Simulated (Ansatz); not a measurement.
## Al2InN3 (Cmc2_1): converging the G0W0 gap

Wanted: a G0W0 gap for Al2InN3 (Cmc2_1) that is converged in bands and cutoff, or an estimate of the limit.

Program: Ansatz 0.2.0. Level of theory: G0W0 on PBE, plane waves, PAW; PAW set soft_1. Results are calculated unless marked as measured.

### 1. Starting point

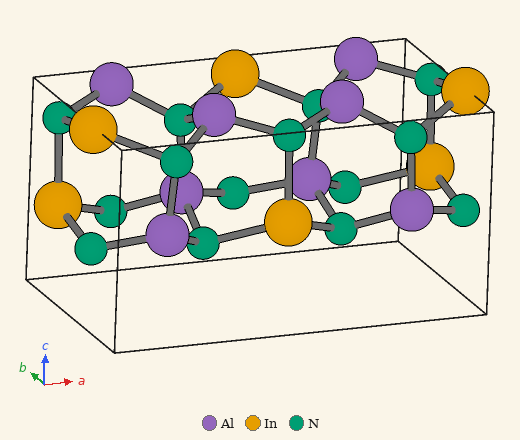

The cell as given, slightly off an axis (aluminium purple, indium orange, nitrogen teal). This picture shows the conventional cell, with its axes. Some periodic images of atoms are drawn too.

Structure file:

```cif
data_structure
_symmetry_space_group_name_H-M 'P 1'
_symmetry_Int_Tables_number 1
_cell_length_a 5.6290
_cell_length_b 5.6290
_cell_length_c 5.1995
_cell_angle_alpha 90.000
_cell_angle_beta 90.000
_cell_angle_gamma 59.789
_cell_volume 142.37
loop_
_atom_site_label
_atom_site_type_symbol
_atom_site_fract_x
_atom_site_fract_y
_atom_site_fract_z
_atom_site_occupancy
Al1 Al 0.00854 0.33490 0.99163 1
Al2 Al 0.66510 0.99146 0.99163 1
Al3 Al 0.99146 0.66510 0.49163 1
Al4 Al 0.33490 0.00854 0.49163 1
In5 In 0.32192 0.67808 0.98638 1
In6 In 0.67808 0.32192 0.48638 1
N7 N 0.03698 0.33358 0.35580 1
N8 N 0.66642 0.96302 0.35580 1
N9 N 0.96302 0.66642 0.85580 1
N10 N 0.33358 0.03698 0.85580 1
N11 N 0.29809 0.70191 0.40676 1
N12 N 0.70191 0.29809 0.90676 1
```

The cell and positions are those that the Materials Project relaxed with its own functionals (PBE, PBE+U or r2SCAN), kept fixed.

### 2. 128 empty bands, screening to 54 eV

Now the one-shot GW correction: screening in the RPA, then the self-energy of the levels asked for. This step takes PAW set soft_1 files.

The input, input.yaml:

```yaml
crystal:
  lattice:
    - [4.8800190524, -2.8055151375, 0.0]
    - [4.8800190524, 2.8055151375, 0.0]
    - [0.0, 0.0, 5.1994618]
  atoms:
    - { symbol: Al, position: [0.00854286, 0.33490025, 0.99162672] }
    - { symbol: Al, position: [0.66509975, 0.99145714, 0.99162672] }
    - { symbol: Al, position: [0.99145714, 0.66509975, 0.49162672] }
    - { symbol: Al, position: [0.33490025, 0.00854286, 0.49162672] }
    - { symbol: In, position: [0.32191553, 0.67808447, 0.98638376] }
    - { symbol: In, position: [0.67808447, 0.32191553, 0.48638376] }
    - { symbol: "N", position: [0.03698256, 0.33358057, 0.35579997] }
    - { symbol: "N", position: [0.66641943, 0.96301744, 0.35579997] }
    - { symbol: "N", position: [0.96301744, 0.66641943, 0.85579997] }
    - { symbol: "N", position: [0.33358057, 0.03698256, 0.85579997] }
    - { symbol: "N", position: [0.29809134, 0.70190866, 0.40676283] }
    - { symbol: "N", position: [0.70190866, 0.29809134, 0.90676283] }
kpoints:
  mp_grid: { grid: [6, 6, 4] }
hamiltonian:
  xc: pbe
  pseudopotentials: { kind: paw, azcp: { folder: soft_1 } }
scf:
  occupations: { method: fixed }
gw:
  n_empty_bands: 128
  ecut_chi: 54
  qp_bands: [v4, c4]
  qp_kpoints: band_edges
  screening: { model: contour_deformation }
```

On the command line:

```
ansatz run input.yaml --threads 2 --pin off --max-ram 92160MiB --backend cuda --events-out ev --progress --plain --runs-dir out --devices 1 --max-vram 13GiB
```

Numbers of over 12 decimals in the logs are rounded to 6 here.

What it wrote:

```text
GPUs: using 1 of 1 available (devices: 1).
Engine: ansatz 0.2.0, x86_64-unknown-linux-gnu
Pseudopotentials: kind: paw
Pseudopotential: Al, paw, valence charge 3, recommended cutoff 420 eV (normal), soft_1/Al.paw.azcp
Pseudopotential: In, paw, valence charge 13, recommended cutoff 420 eV (normal), soft_1/In.paw.azcp
Pseudopotential: N, paw, valence charge 5, recommended cutoff 420 eV (normal), soft_1/N.paw.azcp
Functional definition: PBE
  parameter kappa = 0.804
  parameter beta = 0.066725
  exchange = pbe_x(kappa = kappa, mu = beta*pi^2/3)
  correlation = pbe_c(beta = beta)
device memory: the entry about to start is reckoned to put 3.4 GiB on a device that reports 47.0 GiB free (of which the cap on the GPU budget leaves the run 13.0 GiB)
GPU FFT provider: cuFFT
GPU libraries: cuBLAS 13.8.2, cuFFT 12.4.0, cuSOLVER 12.3.4
Crystal: 12 atoms, lattice volume = 142.371 Å³
Basis set: ecut = 420 eV, 2793 PW (Γ)
Bands: 46, of which v1, the nominal top of the filled ones, is band 34 counted from 1 (33 counted from 0)
Symmetry: 4 space group operations
Space group: Cmc21 (ITA 36), of the structure as read, at distance tolerance 5.2e-5 Å
k-points: 39 of 144 (time reversal used)
Non-local potential: Al, projectors of the file, l = 0: 2, l = 1: 2, l = 2: 1
Non-local potential: In, projectors of the file, l = 0: 2, l = 1: 2, l = 2: 2, l = 3: 1
Non-local potential: N, projectors of the file, l = 0: 2, l = 1: 2, l = 2: 1
PAW form: soft (Blöchl's): semilocal exchange-correlation on the pseudo side does not see the compensation charge
PAW one-centre angular grid: Al, 110 points (default); XC on 64 Gauss nodes
PAW one-centre angular grid: In, 590 points (default); XC on 64 Gauss nodes
PAW one-centre angular grid: N, 110 points (default); XC on 64 Gauss nodes
Initial density: superposition of atomic densities (chi_scale 0.1, normalization cell, long waves kept (reshape's long-wave potential 0.07 eV rms))
Initial wavefunctions: pseudopotential atomic-orbital guess
GPU buffer pool allocated for 57600 grid points (all kernels)
GPU transforms: local potential and band sums: pruned to the plane-wave sphere, on 40×40×36
Functional: x = pbe(κ = 0.804, μ = 0.219515), c = pbe(β = 0.066725)
SCF iter   1: F=—  HF=-15666.434879 eV  |F-HF|=—  |Δ(HF+E_count)|=         —  Δρ=1.13e-1  dr2=2.20e1  ethr=3.10e-3  ⟨swp⟩=5.0  Hψ=6104  notcnv=0  defer=379
preconditioner: auto → Resta (q_TF=auto, 2.412 Å⁻¹)  ε∞=3.9  [insulator: Δε(μ)=3.270 eV  Ē_g=15.037 eV  n_scr=26 (ndim 8)  ℏωp=25.7 eV  f_vac=0.000  ε∞_Penn≈3.9]
SCF iter   2: F=—  HF=-15660.548591 eV  |F-HF|=—  |Δ(HF+E_count)|=    5.89e0  Δρ=4.29e-2  dr2=1.48e0  ethr=3.10e-3  ⟨swp⟩=3.0  Hψ=3784  notcnv=0  defer=389
SCF iter   3: F=—  HF=-15660.273656 eV  |F-HF|=—  |Δ(HF+E_count)|=   2.75e-1  Δρ=2.09e-2  dr2=4.29e-1  ethr=2.18e-3  ⟨swp⟩=2.0  Hψ=2184  notcnv=0  defer=388
SCF iter   4: F=—  HF=-15660.228246 eV  |F-HF|=—  |Δ(HF+E_count)|=   4.54e-2  Δρ=2.33e-3  dr2=7.44e-3  ethr=6.31e-4  ⟨swp⟩=2.5  Hψ=2169  notcnv=0  defer=390
SCF iter   5: F=—  HF=-15660.231829 eV  |F-HF|=—  |Δ(HF+E_count)|=   3.58e-3  Δρ=1.41e-3  dr2=2.71e-3  ethr=1.09e-5  ⟨swp⟩=2.2  Hψ=2881  notcnv=0  defer=390
SCF iter   6: F=—  HF=-15660.232352 eV  |F-HF|=—  |Δ(HF+E_count)|=   5.23e-4  Δρ=6.36e-4  dr2=5.84e-4  ethr=3.98e-6  ⟨swp⟩=2.0  Hψ=2592  notcnv=0  defer=390
SCF iter   7: F=—  HF=-15660.232416 eV  |F-HF|=—  |Δ(HF+E_count)|=   6.40e-5  Δρ=1.18e-4  dr2=2.25e-5  ethr=8.59e-7  ⟨swp⟩=2.0  Hψ=2308  notcnv=0  defer=385
SCF iter   8: F=—  HF=-15660.232440 eV  |F-HF|=—  |Δ(HF+E_count)|=   2.33e-5  Δρ=2.22e-5  dr2=5.90e-7  ethr=3.31e-8  ⟨swp⟩=2.2  Hψ=2955  notcnv=0  defer=210
SCF iter   9: F=-15660.232440 eV  HF=-15660.232440 eV  |F-HF|=9.36e-9  |Δ(HF+E_count)|=   5.88e-7  Δρ=2.78e-6  dr2=9.10e-9  ethr=1.47e-10  ⟨swp⟩=12.9  Hψ=8236  notcnv=0
SCF 1 converged in 9 iterations: F = -15660.232440 eV  dr2 = 9.10e-9
  greatest PAW one-centre occupation: 0.984 electrons in one spin orbital (limit 2), on the In atom at site 4 (counted from 0), in its partial waves of l = 2
device memory: the entry about to start is reckoned to put 3.6 GiB (of the 3.9 GiB reckoned in all, the device holds 0.4 GiB already) on a device that reports 45.7 GiB free (of which the cap on the GPU budget leaves the run 12.6 GiB)
NSCF: frozen V_eff on 39 k-points, pencils in batches of 32, up to order 184
the band table was solved once the SCF had ended and its energy, with any forces and stress, was formed, with the checks that follow a solve (6919 applications of the Hamiltonian). They found nothing against the state; the energy, forces and stress were not computed again (output.eigenvalues in the input reference)
device memory: the entry about to start is reckoned to put 3.2 GiB on a device that reports 45.7 GiB free (of which the cap on the GPU budget leaves the run 13.0 GiB)
NSCF: frozen V_eff on 39 k-points
G₀W₀ screening: q 1/39
[... further progress lines ...]
device memory: the entry about to start is reckoned to put 0.7 GiB on a device that reports 41.4 GiB free (of which the cap on the GPU budget leaves the run 13.0 GiB)
NSCF: frozen V_eff on 1 k-points
device memory: the entry about to start is reckoned to put 0.7 GiB on a device that reports 41.5 GiB free (of which the cap on the GPU budget leaves the run 13.0 GiB)
NSCF: frozen V_eff on 1 k-points
SCF converged after 9 iterations
Free energy (F): -15660.232440 eV
Harris-Foulkes:  -15660.232440 eV  (|F-HF|=9.36e-9)
Internal energy: -15660.232440 eV  (E = F + TS)
E sigma→0 (E₀):  -15660.232440 eV
Fermi energy:    8.246112 eV
--- Per-component energies (eV) ---
  E_band       = 61.713434
  E_kinetic    = 1321.325306
  E_local      = -3472.801905  (includes V_loc(G=0)·N_el)
  E_nonlocal   = 905.673885
  E_hartree    = 1380.438011
  E_xc         = -798.736696
  E_vxc        = -754.976468  (∫ρ·V_xc dr)
  E_paw        = -11071.245339  (= ΣΔE_a)
  E_vpaw       = -698.388936  (= ΣTr[D̂ρ^β])
  E_aug_tail   = 0.005281  (compensation charges beyond the density's cutoff)
  E_ewald      = -3924.890984
  E_smearing   = -0.000000  (= −TS)
  E_closure    = 0.000000  (closes the sum)
  Σ components = -15660.232440   (vs F -15660.232440, Δ=0.00e0)
--- Band table (eV; the first three rows and the last of 39) ---
  k-point 0: bands = [... 30 lower, 7.6265, 8.1739, 8.1811, 8.2461, 10.5384, 12.7805, 13.5116, 13.8778, ... 8 higher]
  k-point 1: bands = [... 30 lower, 7.6928, 7.8019, 8.0637, 8.1100, 11.4284, 12.9158, 14.1790, 14.3990, ... 8 higher]
  k-point 2: bands = [... 30 lower, 7.8501, 7.8501, 8.1150, 8.1150, 12.6473, 12.6473, 15.0665, 15.0665, ... 8 higher]
  k-point 38: bands = [... 30 lower, 7.3306, 7.3306, 7.6331, 7.6331, 12.9714, 12.9714, 13.9124, 13.9124, ... 8 higher]
--- G₀W₀: contour deformation, 6 samples at zero and on the imaginary axis and 2 off it, 144 q-points, 128 empty bands' worth ---
  eigenvalues of the whole cell's RPA ε∞ on this k-mesh (on a slab, of 1 + 4πα/V) = 5.2131, 5.2486, 5.4874; static W/v taken at q = 0 is 0.186715
  gw.qp_kpoints: band_edges: 35 of 39 stored k-points solved, in 1 pass; an edge of the gap read off the rows below is read off those points alone
    valence top: of the k-points left out ik 23 came nearest to being solved in a further pass, in band 33 (counted from 1, as in the quasiparticle table): it holds the edge there only if its correction is more favourable than any solved in that band by at least 0.503 eV; those differ by 0.128 eV
    conduction bottom: of the k-points left out ik 23 came nearest to being solved in a further pass, in band 35 (counted from 1, as in the quasiparticle table): it holds the edge there only if its correction is more favourable than any solved in that band by at least 2.283 eV; those differ by 0.428 eV
    ik  band        ε_KS         Σx   Σc(E_QP)       V_xc       Z   E_QP_lin       E_QP  E_QP is
     0    31      7.6265   -21.6528     3.7943   -17.6754  0.7694     7.4430     7.4435  root
     0    32      8.1739   -21.8759     3.7152   -18.1057  0.7718     8.1189     8.1189  root
     0    33      8.1811   -21.5582     3.6144   -17.8749  0.7730     8.1121     8.1122  root
     0    34      8.2461   -21.7274     3.6949   -17.9767  0.7718     8.1903     8.1904  root
     0    35     10.5384   -11.1832    -3.0318   -15.0932  0.8106    11.4224    11.4165  root
     0    36     12.7805   -10.1785    -3.8047   -15.1686  0.8107    13.9816    13.9658  root
     0    37     13.5116    -5.8772    -3.9045   -10.3767  0.8223    14.1104    14.1066  root
     0    38     13.8778    -6.3869    -3.9615   -10.9988  0.8189    14.5331    14.5283  root
     1    31      7.6928   -21.6045     3.7279   -17.7221  0.7701     7.5380     7.5384  root
     1    32      7.8019   -21.5481     3.6503   -17.7587  0.7708     7.6627     7.6630  root
     1    33      8.0637   -21.8388     3.7500   -18.0083  0.7710     7.9831     7.9832  root
     1    34      8.1100   -21.7000     3.6775   -17.9371  0.7722     8.0245     8.0246  root
     1    35     11.4284   -11.5993    -3.0341   -15.6572  0.8035    12.4616    12.4521  root
     1    36     12.9158   -10.1826    -3.8610   -15.2524  0.8071    14.1418    14.1245  root
     1    37     14.1790    -6.5990    -3.9764   -11.3222  0.8122    14.9328    14.9257  root
     1    38     14.3990    -6.9528    -4.0272   -11.7611  0.8096    15.1881    15.1802  root
     2    31      7.8501   -21.6886     3.7460   -17.8181  0.7703     7.7254     7.7256  root
     2    32      7.8501   -21.6886     3.7460   -17.8181  0.7703     7.7254     7.7256  root
     2    33      8.1150   -21.5076     3.4652   -17.9822  0.7725     8.0547     8.0547  root
     2    34      8.1150   -21.5076     3.4652   -17.9822  0.7725     8.0547     8.0547  root
     2    35     12.6473   -10.9003    -3.6353   -15.7214  0.7992    13.8501    13.8330  root
     2    36     12.6473   -10.9003    -3.6353   -15.7214  0.7992    13.8501    13.8330  root
     2    37     15.0665    -8.2118    -4.2017   -13.4313  0.7982    16.1014    16.0842  root
     2    38     15.0665    -8.2118    -4.2017   -13.4313  0.7982    16.1014    16.0842  root
[...]
37    31      7.3324   -21.2172     3.7640   -17.2286  0.7658     7.1071     7.1078  root
    37    32      7.6410   -21.3157     3.6967   -17.4438  0.7701     7.4653     7.4657  root
    37    33      7.6925   -21.2815     3.6641   -17.4653  0.7705     7.5400     7.5403  root
    37    34      7.9522   -21.3550     3.5547   -17.7068  0.7700     7.8585     7.8587  root
    37    35     12.6729   -10.9615    -3.6560   -15.8537  0.7996    13.9282    13.9090  root
    37    36     12.6929    -8.9995    -3.7410   -13.7236  0.8137    13.6864    13.6761  root
    37    37     13.7216    -8.7145    -3.8108   -13.4322  0.8054    14.6394    14.6285  root
    37    38     14.2509    -7.8862    -4.0557   -12.8633  0.8043    15.1843    15.1724  root
```

It took 98 s on 1 × NVIDIA H100 80GB HBM3 (shared by 6 runs) with 2 threads of AMD EPYC 7R13 (Zen 3), shared host; peak memory 1.5 GiB; 2.5 min of CPU time.

This step gave:

- bands summed: 162
- RPA ε∞ on this mesh (eigenvalues): 5.213, 5.249, 5.487
- plane waves in the screening matrix: 133
- q-points in the mesh: 144
- G0W0 gap on the mesh: 3.226 eV
- k of the valence top: 0, 0, 0
- k of the conduction bottom: 0, 0, 0
- starting gap on the mesh: 2.292 eV
- Z at the valence top: 0.7718
- Z at the conduction bottom: 0.8106
- least direct G0W0 gap on the computed points: 3.226 eV

The gap on the mesh goes from 2.29 eV to 3.23 eV, a correction of +0.93 eV. Between the two edge states, bare exchange in place of the xc potential would open the gap by 7.66 eV, and correlation takes back 6.73 eV.

### 3. 362 empty bands, screening to 108 eV

Bands and screening cutoff are moved together, since each hides the error of the other.

Changes to input.yaml since step 2:

```diff
@@ -26,4 +26,4 @@
 gw:
-  n_empty_bands: 128
-  ecut_chi: 54
+  n_empty_bands: 362
+  ecut_chi: 108
   qp_bands: [v4, c4]
```

What it wrote:

```text
GPUs: using 1 of 1 available (devices: 1).
[...]
GPU FFT provider: cuFFT
GPU libraries: cuBLAS 13.8.2, cuFFT 12.4.0, cuSOLVER 12.3.4
Crystal: 12 atoms, lattice volume = 142.371 Å³
Basis set: ecut = 420 eV, 2793 PW (Γ)
Bands: 46, of which v1, the nominal top of the filled ones, is band 34 counted from 1 (33 counted from 0)
Symmetry: 4 space group operations
[...]
k-points: 39 of 144 (time reversal used)
[...]
GPU buffer pool allocated for 57600 grid points (all kernels)
[...]
SCF iter   1: F=—  HF=-15666.434879 eV  |F-HF|=—  |Δ(HF+E_count)|=         —  Δρ=1.13e-1  dr2=2.20e1  ethr=3.10e-3  ⟨swp⟩=5.0  Hψ=6104  notcnv=0  defer=379
[...]
SCF iter   9: F=-15660.232440 eV  HF=-15660.232440 eV  |F-HF|=9.36e-9  |Δ(HF+E_count)|=   5.88e-7  Δρ=2.78e-6  dr2=9.10e-9  ethr=1.47e-10  ⟨swp⟩=12.9  Hψ=8236  notcnv=0
SCF 1 converged in 9 iterations: F = -15660.232440 eV  dr2 = 9.10e-9
[...]
NSCF: frozen V_eff on 39 k-points, pencils in batches of 32, up to order 184
[...]
NSCF: frozen V_eff on 39 k-points
G₀W₀ screening: q 1/39
[... further progress lines ...]
[...]
SCF converged after 9 iterations
Free energy (F): -15660.232440 eV
[...]
Internal energy: -15660.232440 eV  (E = F + TS)
E sigma→0 (E₀):  -15660.232440 eV
Fermi energy:    8.246112 eV
[...]
--- Band table (eV; the first three rows and the last of 39) ---
  k-point 0: bands = [... 30 lower, 7.6265, 8.1739, 8.1811, 8.2461, 10.5384, 12.7805, 13.5116, 13.8778, ... 8 higher]
  k-point 1: bands = [... 30 lower, 7.6928, 7.8019, 8.0637, 8.1100, 11.4284, 12.9158, 14.1790, 14.3990, ... 8 higher]
  k-point 2: bands = [... 30 lower, 7.8501, 7.8501, 8.1150, 8.1150, 12.6473, 12.6473, 15.0665, 15.0665, ... 8 higher]
  k-point 38: bands = [... 30 lower, 7.3306, 7.3306, 7.6331, 7.6331, 12.9714, 12.9714, 13.9124, 13.9124, ... 8 higher]
[...]
0    31      7.6265   -21.6528     3.3683   -17.6754  0.7634     7.0123     7.0174  root
     0    32      8.1739   -21.8759     3.2544   -18.1057  0.7654     7.6548     7.6581  root
     0    33      8.1811   -21.5582     3.1583   -17.8749  0.7666     7.6527     7.6561  root
     0    34      8.2461   -21.7274     3.2301   -17.9767  0.7655     7.7222     7.7256  root
     0    35     10.5384   -11.1832    -3.2800   -15.0932  0.8029    11.1710    11.1683  root
     0    36     12.7805   -10.1785    -4.1995   -15.1686  0.8056    13.5774    13.5711  root
     0    37     13.5116    -5.8772    -4.1484   -10.3767  0.8217    13.8639    13.8627  root
     0    38     13.8778    -6.3869    -4.2181   -10.9988  0.8179    14.2733    14.2717  root
[...]
37    35     12.6729   -10.9615    -4.0666   -15.8537  0.7936    13.5059    13.4984  root
    37    36     12.6929    -8.9995    -4.0826   -13.7236  0.8098    13.3385    13.3345  root
    37    37     13.7216    -8.7145    -4.0956   -13.4322  0.8016    14.3483    14.3437  root
    37    38     14.2509    -7.8862    -4.3697   -12.8633  0.8010    14.8631    14.8583  root
```

Run time: 2.5 min. Hardware: 1 × NVIDIA H100 80GB HBM3 (shared by 6 runs) with 2 threads; peak memory 2.8 GiB; 4.2 min of CPU time.

Numbers from this step:

- bands summed: 396
- RPA ε∞ on this mesh (eigenvalues): 5.101, 5.131, 5.370
- plane waves in the screening matrix: 381
- q-points in the mesh: 144
- G0W0 gap on the mesh: 3.443 eV
- k of the valence top: 0, 0, 0
- k of the conduction bottom: 0, 0, 0
- starting gap on the mesh: 2.292 eV
- Z at the valence top: 0.7655
- Z at the conduction bottom: 0.8029
- least direct G0W0 gap on the computed points: 3.443 eV

Against the run with 6×6×4 mesh, 128 empty bands, screening to 54 eV, PAW set soft_1 files, the gap moves by +0.22 eV.

### 4. 780 empty bands, screening to 180 eV

Changes to input.yaml since step 3:

```diff
@@ -26,4 +26,4 @@
 gw:
-  n_empty_bands: 362
-  ecut_chi: 108
+  n_empty_bands: 780
+  ecut_chi: 180.0
   qp_bands: [v4, c4]
```

What it wrote:

```text
GPUs: using 1 of 1 available (devices: 1).
[...]
GPU FFT provider: cuFFT
GPU libraries: cuBLAS 13.8.2, cuFFT 12.4.0, cuSOLVER 12.3.4
Crystal: 12 atoms, lattice volume = 142.371 Å³
Basis set: ecut = 420 eV, 2793 PW (Γ)
Bands: 46, of which v1, the nominal top of the filled ones, is band 34 counted from 1 (33 counted from 0)
Symmetry: 4 space group operations
[...]
k-points: 39 of 144 (time reversal used)
[...]
0    38     13.8778    -6.3869    -4.3128   -10.9988  0.8176    14.1779    14.1770  root
[...]
37    35     12.6729   -10.9615    -4.3134   -15.8537  0.7911    13.2552    13.2517  root
    37    36     12.6929    -8.9995    -4.2648   -13.7236  0.8083    13.1542    13.1522  root
    37    37     13.7216    -8.7145    -4.2607   -13.4322  0.8001    14.1810    14.1786  root
    37    38     14.2509    -7.8862    -4.5196   -12.8633  0.7997    14.7111    14.7085  root
[key lines of the parts left out:]
SCF converged after 9 iterations
Free energy (F): -15660.232440 eV
Fermi energy:    8.246112 eV
```

It took 6.2 min on 1 × NVIDIA H100 80GB HBM3 (shared by 6 runs) with 2 threads; peak memory 6.5 GiB; 11 min of CPU time.

Numbers from this step:

| Quantity | Value |
| --- | --- |
| bands summed | 814 |
| RPA ε∞ on this mesh (eigenvalues) | 5.077, 5.106, 5.337 |
| plane waves in the screening matrix | 767 |
| G0W0 gap on the mesh | 3.519 eV |
| k of the valence top | 0, 0, 0 |
| k of the conduction bottom | 0, 0, 0 |
| starting gap on the mesh | 2.292 eV |
| least direct G0W0 gap on the computed points | 3.519 eV |

Against the run with 6×6×4 mesh, 362 empty bands, screening to 108 eV, PAW set soft_1 files, the gap moves by +0.08 eV.

(Continued in part 2 of 2.)

[Paths, hosts, dates, memory and timing lines, banners, echoed tables and standing remarks are left out of the program output.]

[Logs are printed without paths, hosts, clocks, repeated set-up lines and the standing remarks that a program may print on its own settings, such as how far it seeks lower states.]

[Runs of the session that timed out or met a known fault of the program may be left out.]

[Cells called generated may have been cut or substituted from an entry of the Crystallography Open Database or the Materials Project.]

[Hosts, paths, dates, database ids (printed as entryN), source tags and the programs' standing remarks are cut or masked in the printed files.]
